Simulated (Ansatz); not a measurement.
# Run report: B₉N, single-point calculation (part 2 of 3)

The same run, continued: B₉N (I4/mmm, 10 atoms in the cell); DFT PBE+D3(BJ), scalar-relativistic, plane waves, PAW, spin-polarised (Ansatz 0.2.0); cutoff 420 eV, 4×4×4 k-mesh, Gaussian smearing of 0.1 eV, collinear spins. The structure derives from a Materials Project entry.

Geometry of the input (Å; fractional positions):
```
-7.0296  7.0296  4.3853
7.0296  -7.0296  4.3853
7.0296  7.0296  -4.3853
B  0.0000  0.5574  0.5574
B  0.0000  0.4426  0.4426
B  0.4426  0.0000  0.4426
B  0.5574  0.0000  0.5574
B  0.6582  0.1582  0.5000
B  0.3418  0.8418  0.5000
B  0.8418  0.3418  0.5000
B  0.1582  0.6582  0.5000
B  0.0000  0.0000  0.0000
N  0.5000  0.5000  0.0000
```

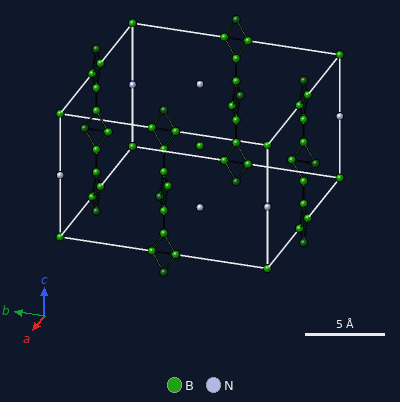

Figure 1. The structure (ball-and-stick view of the cell 2 times as large as that of the calculation, set on its symmetry axes, seen at an oblique angle; neighbours outside the cell are drawn fainter). An atom can appear more than once, as a periodic image.

Output, continued
```
SCF iter   1: F=—  HF=-1789.908671 eV  |F-HF|=—  |Δ(HF+E_count)|=         —  Δρ=4.30e-2 (↑4.30e-2 ↓3.16e-2)  dr2=1.58e2  dr2_m=7.40e-1  M=-0.000 μB ∫|m|=0.070 μB  β_m=0.30  ethr=3.10e-3  ⟨swp⟩=5.6  Hψ=3699  notcnv=0  defer=4
preconditioner: auto → Resta (q_TF=auto, 1.574 Å⁻¹)  ε∞=1.7  [insulator: Δε(μ)=0.552 eV  Ē_g=8.180 eV  σ=0.100 eV  W_gap=1.00  n_scr=62 (ndim 8)  ℏωp=6.7 eV  f_vac=0.595  D(μ)=0.00/eV (n_scr^D=0)  ε∞_Penn≈1.7  vacuum switching on, ρ_ref=4.9e-3 e/Å³]
spin=Collinear: Resta preconditioning applied to the charge; magnetization (m = ρ↑ − ρ↓) channel mixes plain (no charge-response kernel on spin).
SCF iter   2: F=—  HF=-1801.681037 eV  |F-HF|=—  |Δ(HF+E_count)|=    1.18e1  Δρ=5.48e-2 (↑3.92e-2 ↓5.48e-2)  dr2=2.15e2  dr2_m=1.28e0  M=-3.000 μB ∫|m|=3.070 μB  β_m=0.30  ethr=3.10e-3  ⟨swp⟩=3.3  Hψ=1997  notcnv=0  defer=146
SCF iter   3: F=—  HF=-1769.386742 eV  |F-HF|=—  |Δ(HF+E_count)|=    3.23e1  Δρ=3.31e-2 (↑2.54e-2 ↓3.31e-2)  dr2=7.71e1  dr2_m=3.46e-1  M=0.001 μB ∫|m|=0.120 μB  β_m=0.30  ethr=3.10e-3  ⟨swp⟩=3.1  Hψ=1771  notcnv=0  defer=111
SCF iter   4: F=—  HF=-1767.793398 eV  |F-HF|=—  |Δ(HF+E_count)|=    1.59e0  Δρ=3.32e-2 (↑3.32e-2 ↓2.96e-2)  dr2=1.16e2  dr2_m=1.77e-1  M=-0.010 μB ∫|m|=0.042 μB  β_m=0.30  ethr=3.10e-3  ⟨swp⟩=3.1  Hψ=1596  notcnv=0  defer=78
SCF iter   5: F=—  HF=-1772.245467 eV  |F-HF|=—  |Δ(HF+E_count)|=    4.45e0  Δρ=3.17e-2 (↑2.57e-2 ↓3.17e-2)  dr2=1.15e2  dr2_m=3.96e-1  M=-2.001 μB ∫|m|=2.036 μB  β_m=0.30  ethr=3.10e-3  ⟨swp⟩=3.0  Hψ=1606  notcnv=0  defer=94
SCF iter   6: F=—  HF=-1763.230525 eV  |F-HF|=—  |Δ(HF+E_count)|=    9.01e0  Δρ=2.05e-2 (↑2.05e-2 ↓1.08e-2)  dr2=2.64e1  dr2_m=4.16e-1  M=0.695 μB ∫|m|=1.111 μB  β_m=0.30  ethr=3.10e-3  ⟨swp⟩=3.0  Hψ=1564  notcnv=0  defer=90
SCF iter   7: F=—  HF=-1765.017367 eV  |F-HF|=—  |Δ(HF+E_count)|=    1.79e0  Δρ=2.57e-2 (↑2.02e-2 ↓2.57e-2)  dr2=5.40e1  dr2_m=2.24e0  M=-1.022 μB ∫|m|=4.732 μB  β_m=1.00  ethr=3.10e-3  ⟨swp⟩=2.0  Hψ=1175  notcnv=0  defer=90
SCF iter   8: F=—  HF=-1764.197501 eV  |F-HF|=—  |Δ(HF+E_count)|=   8.20e-1  Δρ=1.69e-2 (↑1.14e-2 ↓1.69e-2)  dr2=1.18e1  dr2_m=1.05e0  M=0.877 μB ∫|m|=5.009 μB  β_m=1.00  ethr=3.10e-3  ⟨swp⟩=2.5  Hψ=1454  notcnv=0  defer=78
SCF iter   9: F=—  HF=-1765.243657 eV  |F-HF|=—  |Δ(HF+E_count)|=    1.05e0  Δρ=1.95e-2 (↑6.97e-3 ↓1.95e-2)  dr2=3.07e1  dr2_m=4.59e-1  M=0.043 μB ∫|m|=5.868 μB  β_m=1.00  ethr=3.10e-3  ⟨swp⟩=2.0  Hψ=1321  notcnv=0  defer=78
SCF iter  10: F=—  HF=-1774.481531 eV  |F-HF|=—  |Δ(HF+E_count)|=    9.24e0  Δρ=6.34e-2 (↑6.34e-2 ↓2.54e-2)  dr2=2.17e2  dr2_m=5.13e0  M=-0.003 μB ∫|m|=0.317 μB  β_m=0.30  ethr=3.10e-3  ⟨swp⟩=4.0  Hψ=1658  notcnv=0  defer=90
SCF iter  11: F=—  HF=-1764.434221 eV  |F-HF|=—  |Δ(HF+E_count)|=    1.00e1  Δρ=9.12e-3 (↑7.32e-3 ↓9.12e-3)  dr2=9.52e-1  dr2_m=3.43e-1  M=2.000 μB ∫|m|=3.723 μB  β_m=1.00  ethr=3.10e-3  ⟨swp⟩=3.8  Hψ=1610  notcnv=0  defer=78
SCF iter  12: F=—  HF=-1767.643099 eV  |F-HF|=—  |Δ(HF+E_count)|=    3.21e0  Δρ=4.69e-2 (↑6.88e-3 ↓4.69e-2)  dr2=7.51e1  dr2_m=3.64e0  M=-0.001 μB ∫|m|=0.499 μB  β_m=0.30  ethr=2.98e-3  ⟨swp⟩=3.9  Hψ=1635  notcnv=0  defer=96
SCF iter  13: F=—  HF=-1765.201412 eV  |F-HF|=—  |Δ(HF+E_count)|=    2.44e0  Δρ=1.13e-2 (↑1.00e-2 ↓1.13e-2)  dr2=5.27e0  dr2_m=6.83e-1  M=2.807 μB ∫|m|=2.869 μB  β_m=0.30  ethr=2.98e-3  ⟨swp⟩=2.5  Hψ=1292  notcnv=0  defer=98
SCF iter  14: F=—  HF=-1764.907369 eV  |F-HF|=—  |Δ(HF+E_count)|=   2.94e-1  Δρ=1.08e-2 (↑6.95e-3 ↓1.08e-2)  dr2=5.15e0  dr2_m=4.63e-1  M=2.979 μB ∫|m|=3.038 μB  β_m=0.30  ethr=2.98e-3  ⟨swp⟩=2.9  Hψ=1344  notcnv=0  defer=75
Mixer restart at iter 14: flushing history
spin-set hold released at iteration 14 (site moments contracting): the magnetisation degrees of freedom join the quasi-Newton model from the next iteration; the mixer history was flushed
SCF iter  15: F=—  HF=-1767.182967 eV  |F-HF|=—  |Δ(HF+E_count)|=    2.28e0  Δρ=2.76e-2 (↑1.98e-2 ↓2.76e-2)  dr2=1.05e2  dr2_m=4.81e-1  M=1.703 μB ∫|m|=4.201 μB  β_m=0.11  ethr=2.98e-3  ⟨swp⟩=3.0  Hψ=1352  notcnv=0  defer=74  recentre
SCF iter  16: F=—  HF=-1764.766824 eV  |F-HF|=—  |Δ(HF+E_count)|=    2.42e0  Δρ=9.64e-3 (↑6.53e-3 ↓9.64e-3)  dr2=4.78e0  dr2_m=3.67e-1  M=2.970 μB ∫|m|=3.044 μB  β_m=0.03  ethr=2.98e-3  ⟨swp⟩=3.0  Hψ=1451  notcnv=0  defer=88
SCF iter  17: F=—  HF=-1764.480476 eV  |F-HF|=—  |Δ(HF+E_count)|=   2.86e-1  Δρ=6.31e-3 (↑6.00e-3 ↓6.31e-3)  dr2=8.09e-1  dr2_m=2.21e-1  M=2.358 μB ∫|m|=3.338 μB  β_m=0.03  ethr=2.98e-3  ⟨swp⟩=1.0  Hψ=910  notcnv=0  defer=72
SCF iter  18: F=—  HF=-1764.589236 eV  |F-HF|=—  |Δ(HF+E_count)|=   1.09e-1  Δρ=7.07e-3 (↑5.64e-3 ↓7.07e-3)  dr2=6.79e-1  dr2_m=1.87e-1  M=2.000 μB ∫|m|=3.661 μB  β_m=0.07  ethr=2.53e-3  ⟨swp⟩=1.0  Hψ=606  notcnv=0  defer=72
SCF iter  19: F=—  HF=-1764.912829 eV  |F-HF|=—  |Δ(HF+E_count)|=   3.24e-1  Δρ=1.11e-2 (↑4.95e-3 ↓1.11e-2)  dr2=3.55e0  dr2_m=1.74e-1  M=1.742 μB ∫|m|=3.192 μB  β_m=0.10  ethr=2.12e-3  ⟨swp⟩=2.2  Hψ=1311  notcnv=0  defer=74  recentre
SCF iter  20: F=—  HF=-1764.868908 eV  |F-HF|=—  |Δ(HF+E_count)|=   4.39e-2  Δρ=1.24e-2 (↑4.92e-3 ↓1.24e-2)  dr2=4.60e0  dr2_m=1.84e-1  M=2.000 μB ∫|m|=2.674 μB  β_m=0.12  ethr=2.12e-3  ⟨swp⟩=1.0  Hψ=759  notcnv=0  defer=74
SCF iter  21: F=—  HF=-1764.785761 eV  |F-HF|=—  |Δ(HF+E_count)|=   8.31e-2  Δρ=7.30e-3 (↑4.94e-3 ↓7.30e-3)  dr2=1.55e0  dr2_m=7.19e-2  M=2.000 μB ∫|m|=3.314 μB  β_m=0.08  ethr=2.12e-3  ⟨swp⟩=3.0  Hψ=872  notcnv=0  defer=55
SCF iter  22: F=—  HF=-1764.947072 eV  |F-HF|=—  |Δ(HF+E_count)|=   1.61e-1  Δρ=1.36e-2 (↑4.31e-3 ↓1.36e-2)  dr2=4.96e0  dr2_m=2.66e-1  M=2.000 μB ∫|m|=2.670 μB  β_m=0.21  ethr=2.12e-3  ⟨swp⟩=1.8  Hψ=915  notcnv=0  defer=57  recentre
SCF iter  23: F=—  HF=-1764.876033 eV  |F-HF|=—  |Δ(HF+E_count)|=   7.10e-2  Δρ=7.45e-3 (↑4.28e-3 ↓7.45e-3)  dr2=1.94e0  dr2_m=5.01e-2  M=2.000 μB ∫|m|=3.182 μB  β_m=0.12  ethr=2.12e-3  ⟨swp⟩=2.1  Hψ=739  notcnv=0  defer=57
SCF iter  24: F=—  HF=-1764.986594 eV  |F-HF|=—  |Δ(HF+E_count)|=   1.11e-1  Δρ=8.79e-3 (↑3.43e-3 ↓8.79e-3)  dr2=2.71e0  dr2_m=9.14e-2  M=1.755 μB ∫|m|=3.284 μB  β_m=0.33  ethr=2.12e-3  ⟨swp⟩=1.5  Hψ=845  notcnv=0  defer=57
SCF iter  25: F=—  HF=-1765.559417 eV  |F-HF|=—  |Δ(HF+E_count)|=   5.73e-1  Δρ=3.65e-2 (↑4.25e-3 ↓3.65e-2)  dr2=3.85e1  dr2_m=2.63e0  M=0.415 μB ∫|m|=1.656 μB  β_m=0.12  ethr=2.12e-3  ⟨swp⟩=2.7  Hψ=1067  notcnv=0  defer=57  recentre
SCF iter  26: F=—  HF=-1765.273044 eV  |F-HF|=—  |Δ(HF+E_count)|=   2.86e-1  Δρ=2.95e-2 (↑3.05e-3 ↓2.95e-2)  dr2=2.41e1  dr2_m=1.57e0  M=1.113 μB ∫|m|=1.672 μB  β_m=0.31  ethr=2.12e-3  ⟨swp⟩=1.5  Hψ=838  notcnv=0  defer=57
SCF iter  27: F=—  HF=-1764.983709 eV  |F-HF|=—  |Δ(HF+E_count)|=   2.89e-1  Δρ=1.16e-2 (↑2.15e-3 ↓1.16e-2)  dr2=5.06e0  dr2_m=2.14e-1  M=1.481 μB ∫|m|=3.143 μB  β_m=0.65  ethr=2.12e-3  ⟨swp⟩=1.8  Hψ=862  notcnv=0  defer=62
SCF iter  28: F=—  HF=-1764.790154 eV  |F-HF|=—  |Δ(HF+E_count)|=   1.94e-1  Δρ=4.55e-3 (↑5.44e-4 ↓4.55e-3)  dr2=5.64e-1  dr2_m=4.04e-2  M=2.004 μB ∫|m|=3.542 μB  β_m=0.69  ethr=2.12e-3  ⟨swp⟩=2.0  Hψ=1141  notcnv=0  defer=62
SCF iter  29: F=—  HF=-1764.779490 eV  |F-HF|=—  |Δ(HF+E_count)|=   1.07e-2  Δρ=5.12e-3 (↑4.87e-4 ↓5.12e-3)  dr2=6.66e-1  dr2_m=5.26e-2  M=2.008 μB ∫|m|=3.488 μB  β_m=0.71  ethr=1.76e-3  ⟨swp⟩=2.1  Hψ=1006  notcnv=0  defer=69
SCF iter  30: F=—  HF=-1764.689751 eV  |F-HF|=—  |Δ(HF+E_count)|=   8.97e-2  Δρ=4.88e-3 (↑5.16e-4 ↓4.88e-3)  dr2=5.00e-1  dr2_m=4.48e-2  M=2.002 μB ∫|m|=3.533 μB  β_m=0.50  ethr=1.76e-3  ⟨swp⟩=1.6  Hψ=900  notcnv=0  defer=69
SCF iter  31: F=—  HF=-1764.693121 eV  |F-HF|=—  |Δ(HF+E_count)|=   3.37e-3  Δρ=4.35e-3 (↑4.95e-4 ↓4.35e-3)  dr2=3.48e-1  dr2_m=3.55e-2  M=2.003 μB ∫|m|=3.615 μB  β_m=0.40  ethr=1.56e-3  ⟨swp⟩=1.0  Hψ=773  notcnv=0  defer=70
SCF iter  32: F=—  HF=-1764.709378 eV  |F-HF|=—  |Δ(HF+E_count)|=   1.63e-2  Δρ=3.88e-3 (↑4.77e-4 ↓3.88e-3)  dr2=2.91e-1  dr2_m=2.78e-2  M=2.008 μB ∫|m|=3.642 μB  β_m=0.27  ethr=1.09e-3  ⟨swp⟩=1.5  Hψ=656  notcnv=0  defer=72
SCF iter  33: F=—  HF=-1764.669326 eV  |F-HF|=—  |Δ(HF+E_count)|=   4.01e-2  Δρ=4.80e-3 (↑5.69e-4 ↓4.80e-3)  dr2=3.93e-1  dr2_m=4.38e-2  M=2.002 μB ∫|m|=3.592 μB  β_m=0.03  ethr=9.10e-4  ⟨swp⟩=1.5  Hψ=664  notcnv=0  defer=72
SCF iter  34: F=—  HF=-1764.700820 eV  |F-HF|=—  |Δ(HF+E_count)|=   3.15e-2  Δρ=4.59e-3 (↑7.46e-4 ↓4.59e-3)  dr2=3.68e-1  dr2_m=4.39e-2  M=2.005 μB ∫|m|=3.616 μB  β_m=0.04  ethr=9.10e-4  ⟨swp⟩=1.5  Hψ=753  notcnv=0  defer=73
SCF iter  35: F=—  HF=-1764.713417 eV  |F-HF|=—  |Δ(HF+E_count)|=   1.26e-2  Δρ=3.31e-3 (↑6.01e-4 ↓3.31e-3)  dr2=1.94e-1  dr2_m=2.38e-2  M=2.016 μB ∫|m|=3.712 μB  β_m=0.06  ethr=9.10e-4  ⟨swp⟩=1.5  Hψ=842  notcnv=0  defer=73
SCF iter  36: F=—  HF=-1764.738293 eV  |F-HF|=—  |Δ(HF+E_count)|=   2.49e-2  Δρ=3.55e-3 (↑1.11e-3 ↓3.55e-3)  dr2=3.86e-1  dr2_m=2.55e-2  M=2.307 μB ∫|m|=3.555 μB  β_m=0.06  ethr=6.07e-4  ⟨swp⟩=2.0  Hψ=1050  notcnv=0  defer=73
SCF iter  37: F=—  HF=-1764.736681 eV  |F-HF|=—  |Δ(HF+E_count)|=   1.61e-3  Δρ=1.18e-3 (↑7.42e-4 ↓1.18e-3)  dr2=3.44e-2  dr2_m=2.88e-3  M=2.098 μB ∫|m|=3.773 μB  β_m=0.25  ethr=6.07e-4  ⟨swp⟩=1.5  Hψ=1170  notcnv=0  defer=74
SCF iter  38: F=—  HF=-1764.733817 eV  |F-HF|=—  |Δ(HF+E_count)|=   2.86e-3  Δρ=8.39e-4 (↑5.54e-4 ↓8.39e-4)  dr2=1.73e-2  dr2_m=1.49e-3  M=2.097 μB ∫|m|=3.791 μB  β_m=0.62  ethr=1.07e-4  ⟨swp⟩=1.0  Hψ=606  notcnv=0  defer=74
SCF iter  39: F=—  HF=-1764.731877 eV  |F-HF|=—  |Δ(HF+E_count)|=   1.94e-3  Δρ=5.00e-4 (↑9.20e-5 ↓5.00e-4)  dr2=6.91e-3  dr2_m=4.79e-4  M=2.100 μB ∫|m|=3.817 μB  β_m=0.62  ethr=5.40e-5  ⟨swp⟩=1.5  Hψ=645  notcnv=0  defer=74
SCF iter  40: F=—  HF=-1764.731677 eV  |F-HF|=—  |Δ(HF+E_count)|=   2.01e-4  Δρ=1.29e-4 (↑7.27e-5 ↓1.29e-4)  dr2=2.33e-4  dr2_m=6.28e-5  M=2.067 μB ∫|m|=3.856 μB  β_m=0.81  ethr=2.16e-5  ⟨swp⟩=1.0  Hψ=749  notcnv=0  defer=74
SCF iter  41: F=—  HF=-1764.731863 eV  |F-HF|=—  |Δ(HF+E_count)|=   1.86e-4  Δρ=1.07e-4 (↑6.15e-5 ↓1.07e-4)  dr2=1.12e-4  dr2_m=5.25e-5  M=2.046 μB ∫|m|=3.884 μB  β_m=0.91  ethr=7.28e-7  ⟨swp⟩=2.2  Hψ=978  notcnv=0  defer=74
SCF iter  42: F=—  HF=-1764.732351 eV  |F-HF|=—  |Δ(HF+E_count)|=   4.89e-4  Δρ=1.41e-4 (↑4.78e-5 ↓1.41e-4)  dr2=5.53e-4  dr2_m=5.60e-5  M=2.015 μB ∫|m|=3.931 μB  β_m=0.17  ethr=3.50e-7  ⟨swp⟩=3.3  Hψ=1215  notcnv=0  defer=74  recentre
SCF iter  43: F=—  HF=-1764.732146 eV  |F-HF|=—  |Δ(HF+E_count)|=   2.05e-4  Δρ=7.74e-5 (↑6.52e-5 ↓7.74e-5)  dr2=3.26e-5  dr2_m=3.87e-5  M=2.023 μB ∫|m|=3.915 μB  β_m=0.72  ethr=3.50e-7  ⟨swp⟩=2.0  Hψ=942  notcnv=0  defer=74
SCF iter  44: F=—  HF=-1764.732409 eV  |F-HF|=—  |Δ(HF+E_count)|=   2.63e-4  Δρ=1.57e-4 (↑3.22e-5 ↓1.57e-4)  dr2=8.86e-4  dr2_m=4.98e-5  M=2.007 μB ∫|m|=3.945 μB  β_m=0.72  ethr=1.02e-7  ⟨swp⟩=3.0  Hψ=1264  notcnv=0  defer=74
SCF iter  45: F=—  HF=-1764.732376 eV  |F-HF|=—  |Δ(HF+E_count)|=   3.37e-5  Δρ=8.54e-5 (↑8.61e-6 ↓8.54e-5)  dr2=2.03e-4  dr2_m=1.53e-5  M=2.005 μB ∫|m|=3.949 μB  β_m=0.60  ethr=1.02e-7  ⟨swp⟩=2.0  Hψ=1002  notcnv=0  defer=74
SCF iter  46: F=—  HF=-1764.732363 eV  |F-HF|=—  |Δ(HF+E_count)|=   1.27e-5  Δρ=3.55e-5 (↑1.74e-5 ↓3.55e-5)  dr2=5.25e-5  dr2_m=2.85e-6  M=2.008 μB ∫|m|=3.942 μB  β_m=0.58  ethr=1.02e-7  ⟨swp⟩=2.3  Hψ=984  notcnv=0  defer=74
SCF iter  47: F=—  HF=-1764.732368 eV  |F-HF|=—  |Δ(HF+E_count)|=   4.55e-6  Δρ=2.74e-6 (↑2.74e-6 ↓2.46e-6)  dr2=2.14e-8  dr2_m=5.14e-8  M=2.007 μB ∫|m|=3.946 μB  β_m=0.64  ethr=1.02e-7  ⟨swp⟩=2.0  Hψ=700  notcnv=0  defer=74
SCF iter  48: F=—  HF=-1764.732368 eV  |F-HF|=—  |Δ(HF+E_count)|=   1.29e-7  Δρ=2.69e-6 (↑1.48e-6 ↓2.69e-6)  dr2=2.55e-7  dr2_m=2.01e-8  M=2.006 μB ∫|m|=3.947 μB  β_m=0.64  ethr=6.68e-11  ⟨swp⟩=3.0  Hψ=1437  notcnv=0  defer=74
SCF iter  49: F=-1764.732368 eV  HF=-1764.732368 eV  |F-HF|=5.81e-9  |Δ(HF+E_count)|=   4.21e-8  Δρ=5.42e-7 (↑3.44e-7 ↓5.42e-7)  dr2=8.86e-9  dr2_m=1.06e-9  M=2.007 μB ∫|m|=3.947 μB  ethr=6.68e-11  ⟨swp⟩=16.3  Hψ=5568  notcnv=0
SCF 1 converged in 49 iterations: F = -1764.732368 eV  dr2 = 8.86e-9
  greatest PAW one-centre occupation: 0.864 electrons in one spin orbital (limit 2), on the N atom at site 9 (counted from 0), in its partial waves of l = 0
```
